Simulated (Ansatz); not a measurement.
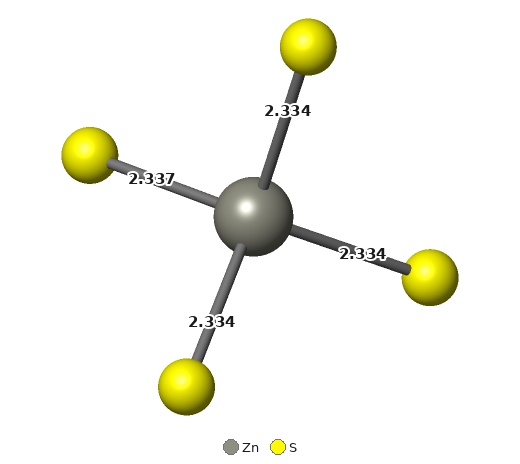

The surroundings of site Zn1 (at 0.333, 0.667, 0.750) in ZnS in space group P6_3mc, with bond lengths in Å.

The cell is taken from coordinates from a relaxation with DFT, r2SCAN, plane waves, PAW (Ansatz).

```
CELL_PARAMETERS angstrom
3.80885 0.00000 0.00000
-1.90443 3.29856 0.00000
0.00000 0.00000 24.90994
ATOMIC_POSITIONS crystal
Zn 0.33333 0.66667 0.75004
Zn 0.33333 0.66667 0.12494
Zn 0.00000 0.00000 0.00004
Zn 0.66667 0.33333 0.87516
Zn 0.66667 0.33333 0.25004
Zn 0.33333 0.66667 0.37516
Zn 0.00000 0.00000 0.50004
Zn 0.66667 0.33333 0.62494
S 0.00000 0.00000 0.59372
S 0.66667 0.33333 0.96881
S 0.33333 0.66667 0.21861
S 0.66667 0.33333 0.34388
S 0.33333 0.66667 0.84388
S 0.33333 0.66667 0.46881
S 0.66667 0.33333 0.71861
S 0.00000 0.00000 0.09372
```

Bond valence s = exp((R0 − d)/b), R0 fitted to published crystal structures with b = 0.37 Å; R0 in Å: Zn2+–S 2.088.

> Calculate the bond-valence sum of Zn1 from the bonds drawn.

3 × 0.514 + 1 × 0.510 = 2.05 v.u., against a formal valence of 2: a close match.

> And over the whole structure?

```json
{"site": "Zn1", "x, y, z": "0.333, 0.667, 0.750", "formal valence": "+2", "bond-valence sum": "2.07", "difference": "0.07"}
{"site": "Zn2", "x, y, z": "0.333, 0.667, 0.125", "formal valence": "+2", "bond-valence sum": "2.08", "difference": "0.08"}
{"site": "Zn3", "x, y, z": "0.000, 0.000, 0.000", "formal valence": "+2", "bond-valence sum": "2.08", "difference": "0.08"}
{"site": "Zn4", "x, y, z": "0.667, 0.333, 0.875", "formal valence": "+2", "bond-valence sum": "2.09", "difference": "0.09"}
{"site": "S1", "x, y, z": "0.000, 0.000, 0.594", "formal valence": "−2", "bond-valence sum": "2.08", "difference": "0.08"}
{"site": "S2", "x, y, z": "0.667, 0.333, 0.969", "formal valence": "−2", "bond-valence sum": "2.08", "difference": "0.08"}
{"site": "S3", "x, y, z": "0.333, 0.667, 0.219", "formal valence": "−2", "bond-valence sum": "2.08", "difference": "0.08"}
{"site": "S4", "x, y, z": "0.667, 0.333, 0.344", "formal valence": "−2", "bond-valence sum": "2.08", "difference": "0.08"}
```

These sums include all anions within 5 Å. The global instability index (root mean square of the differences over all atoms) is 0.08 v.u.: little strain.
